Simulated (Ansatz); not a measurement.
## Geometry relaxation of Ti$_{5}$Co (part 1 of 4)

Ti$_{5}$Co (slab, 6 atoms in the cell), computed with DFT r2SCAN, scalar-relativistic, plane waves, PAW, spin-polarised (Ansatz 0.2.0).

The structure derives from an entry of the Crystallography Open Database. The input holds or restrains some coordinates. Forces given for the steps count only the free coordinates. It belongs to a series of runs on one base structure; here: Co put at a top Ti site. Figures and captions count atoms from 1; the log counts them from 0 in places.

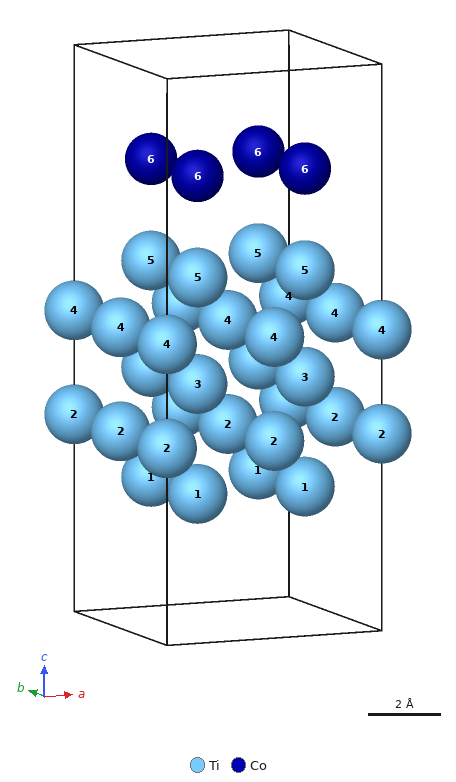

Fig. 1: The input geometry (spheres-only view of the 2 × 2 repeat of the cell, with the vacuum cut short, seen slightly off an axis; atoms are numbered from 1 in the order of the input). An atom can appear more than once, as a periodic image.

## The input
```yaml
crystal:
  lattice:
    - [3.2517897414, 0.0, 0.0]
    - [0.0, 3.2517897414, 0.0]
    - [0.0, 0.0, 25.5035794827]
  atoms:
    - { symbol: Ti, position: [0.5, 0.5, 0.3332865493] }
    - { symbol: Ti, position: [0.0, 0.0, 0.3970381835] }
    - { symbol: Ti, position: [0.5, 0.5, 0.4546167401] }
    - { symbol: Ti, position: [0.0, 0.0, 0.5118512294] }
    - { symbol: Ti, position: [0.5, 0.5, 0.572182928] }
    - { symbol: Co, position: [0.5, 0.5, 0.6843240493], spin: 3.0 }
basis:
  ecutwfc: 500
kpoints:
  mp_grid: { grid: [9, 9, 1] }
hamiltonian:
  xc: r2scan
scf:
  occupations: { method: gaussian, width: 0.1 }
output:
  forces: true
  eigenvalues: true
  populations: true
  write_density: true
  write_potential: true
  elf: true
  volumetric_format: npy
magnetization:
  spin_polarized: true
relax:
  adjacent_minimum: "off"
  f_tol: 0.03
  max_steps: 70
  constraints: [{ sites: [0, 1] }]
efield:
  axis: 3
  dipole_correction: true
  ramp_width: 0.04
```

Launched with:
```bash
ansatz run input.yaml --threads 2 --pin off --max-ram 5120MiB --backend cpu --events-out ev --progress --plain --runs-dir out
```

## What the program printed
```
Engine: ansatz 0.2.0, x86_64-unknown-linux-gnu
Pseudopotentials: kind: paw
Pseudopotential: Ti, paw, valence charge 12, recommended cutoff 500 eV (meta_gga), Ti.paw.azcp
Pseudopotential: Co, paw, valence charge 17, recommended cutoff 500 eV (meta_gga), Co.paw.azcp
Functional definition: r2SCAN
  parameter k0 = 0.174
  parameter k1 = 0.065
  parameter a1 = 4.9479
  exchange = r2scan_x(k0 = k0, k1 = k1, a1 = a1)
  correlation = r2scan_c
Crystal: 6 atoms, lattice volume = 269.678 Å³
Basis set: ecut = 500 eV, 6809 PW (Γ), exchange–correlation on 96×96×768 points (64 copies of the dense FFT grid, shifted against one another)
Bands: 48, of which v1, the nominal top of the filled ones, is band 39 counted from 1 (38 counted from 0)
Symmetry: 8 space group operations
k-points: 15 of 81
Non-local potential: Ti, projectors of the file, l = 0: 3, l = 1: 2, l = 2: 3, l = 3: 1
Non-local potential: Co, projectors of the file, l = 0: 3, l = 1: 2, l = 2: 3, l = 3: 1
PAW form: soft (Blöchl's): semilocal exchange-correlation on the pseudo side does not see the compensation charge
PAW frozen core: Ti, regenerated for the run's functional (the file was generated under x = pbe(κ = 0.804, μ = 0.2195149727645171), c = pbe(β = 0.06672455060314922))
PAW frozen core: Co, regenerated for the run's functional (the file was generated under x = pbe(κ = 0.804, μ = 0.2195149727645171), c = pbe(β = 0.06672455060314922))
PAW one-centre angular grid: Ti, 590 points (default); XC on 160 Gauss nodes
PAW one-centre angular grid: Co, 590 points (default); XC on 160 Gauss nodes
Initial density: superposition of atomic densities (neutral atoms: chi_scale 0, normalization atom)
Starting moments: Σ|m| = 3 μB on 1 of 6 sites
Initial wavefunctions: pseudopotential atomic-orbital guess
Functional: x = r2scan, c = r2scan; τ floored in thin density (d = 2e-4 eV/Å³)
```
